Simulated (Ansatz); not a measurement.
Input of the run:

```
crystal:
  lattice:
    - [5.6767292595, 0.0, 0.0]
    - [0.0, 5.6767292595, 0.0]
    - [0.0, 0.0, 5.6767292595]
  atoms:
    - { symbol: Cs, position: [0.0, 0.0, 0.0] }
    - { symbol: Pb, position: [0.5, 0.5, 0.5] }
    - { symbol: Cl, position: [0.5, 0.5, 0.0] }
    - { symbol: Cl, position: [0.0, 0.5, 0.5] }
    - { symbol: Cl, position: [0.5, 0.0, 0.5] }
kpoints:
  mp_grid: { grid: [4, 4, 4] }
  band_path:
    path: [[0.0, 0.0, 0.0], [0.0, 0.5, 0.0], [0.5, 0.5, 0.0], [0.5, 0.5, 0.5]]
    npoints: 1
hamiltonian:
  xc: r2scan
scf:
  occupations: { method: fixed }
  n_extra_bands: 5
output:
  forces: true
  stress: true
  eigenvalues: true
```

Run as:
```bash
ansatz run input.yaml --threads 2 --pin off --max-ram 29491MiB --backend cpu --events-out ev --progress --plain --runs-dir out
```

What does the calculation give for the electronic structure?

There is a gap; over the k points computed it is 2.46 eV (direct among those points). The upper group of valence states starts about 4.5 eV under the valence-band top (which lies at −1.2 eV on this axis), with a gap beneath it; it holds about 18 electrons a cell. Within the window shown, the tallest peak of the filled states lies 2.5 eV under the valence-band top, at about 15 states per eV and cell.

Spin-orbit coupling is left out, which matters for Pb.

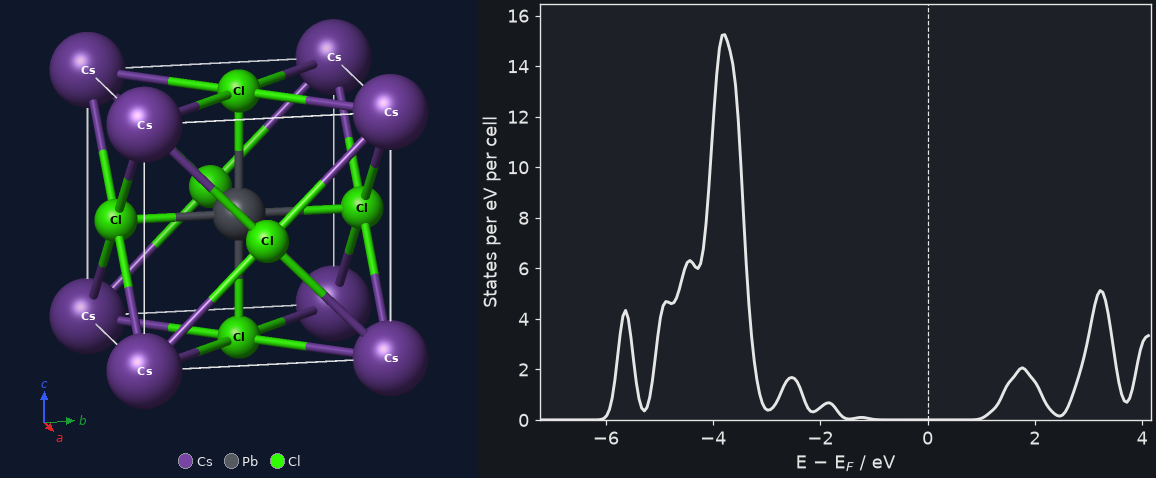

Density of states, beside the structure. Energies are counted from the Fermi level, put mid-gap where there is a gap. The curve is built from the levels of the k mesh with Gaussians 0.3 eV wide, which also blur the band edges.
